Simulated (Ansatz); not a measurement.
## Electronic structure of SnS4 in real space

Input

```
crystal:
  lattice:
    - [-3.0728058303, 3.0728058303, 3.0728058303]
    - [3.0728058303, -3.0728058303, 3.0728058303]
    - [3.0728058303, 3.0728058303, -3.0728058303]
  atoms:
    - { symbol: Sn, position: [0.0, 0.0, 0.0] }
    - { symbol: S, position: [0.5, 0.5, 0.5] }
    - { symbol: S, position: [0.5, 0.0, 0.0] }
    - { symbol: S, position: [0.0, 0.0, 0.5] }
    - { symbol: S, position: [0.0, 0.5, 0.0] }
basis:
  ecutwfc: 420
kpoints:
  mp_grid: { grid: [10, 10, 10] }
hamiltonian:
  xc: pbe
scf:
  occupations: { method: gaussian, width: 0.1 }
output:
  forces: true
  stress: true
  eigenvalues: true
  write_density: true
  write_potential: true
  elf: true
  volumetric_format: npy
relax:
  adjacent_minimum: "off"
  f_tol: 0.01
  max_steps: 80
  cell: { stress_tol: 0.05 }
```

Command:

```sh
ansatz run input.yaml --threads 1 --pin off --max-ram 2560MiB --backend cpu --events-out ev --progress --plain --runs-dir out
```

Below, planes, directions and counts refer to the conventional cell (a = 6.15 Å, b = 6.15 Å, c = 6.15 Å, α = 90.00°, β = 90.00°, γ = 90.00°).

Space group Im-3m; a structure generated by program, which may or may not match a known phase.

All numbers below come from DFT PBE, scalar-relativistic, plane waves, PAW (Ansatz 0.2.0).

Core electrons are frozen (PAW), and the valence fields are smoothed inside the atomic spheres.

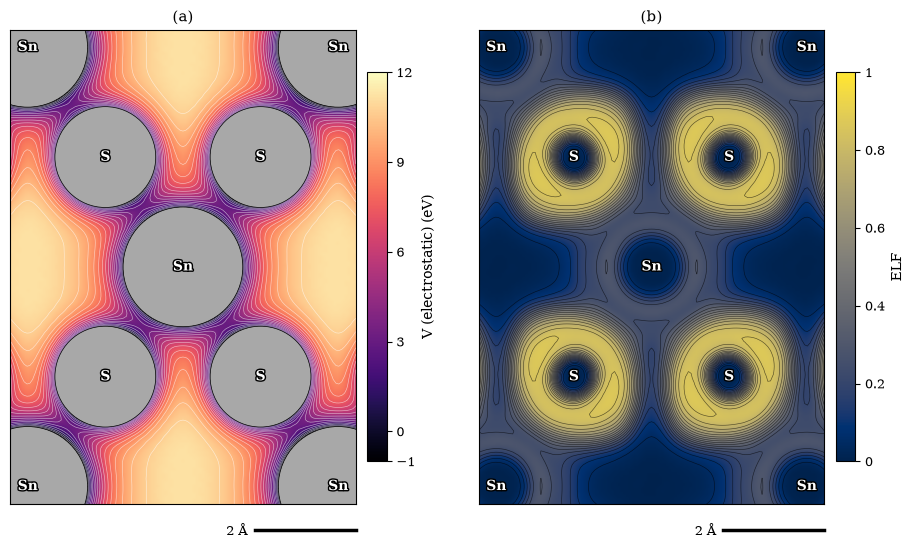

Figure 1. (a) electrostatic potential (local pseudopotential plus Hartree) felt by an electron; (b) ELF on the (11̄0) plane of the conventional cell. Grey discs cover the atomic cores in the potential map.

What does the map show?

Answer. The plane passes through Sn and S nuclei. Sn–S (2.66 Å): the ELF peaks at about 0.85 in the valence shell of S, 0.8 Å from its nucleus, and is about 0.40 at the midpoint. The ELF also peaks beside S, away from the bonds: lone-pair regions. Outside the cores the potential energy rises away from the atoms and is highest about 2.4 Å from the nearest atoms; its zero is arbitrary.

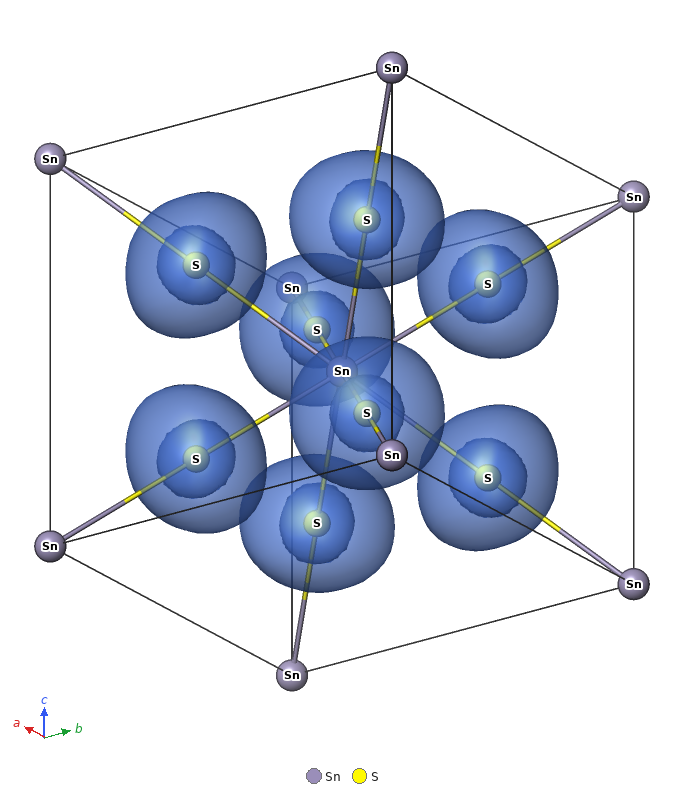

Figure 2. Isosurface of the electron localisation function at 0.75 (blue), seen at an oblique angle. Core shells and regions of very low density are left out. Sticks mark near contacts.

Describe the localisation domains.

Answer. The ELF exceeds this value in eight regions wrapped around S (the valence shell of each), counted in one cell of 10 atoms. Any copies at cell faces, edges or corners count once.

Metal or insulator at this level of theory?

Answer. It is metallic or semimetallic at this level of theory: no gap opens.
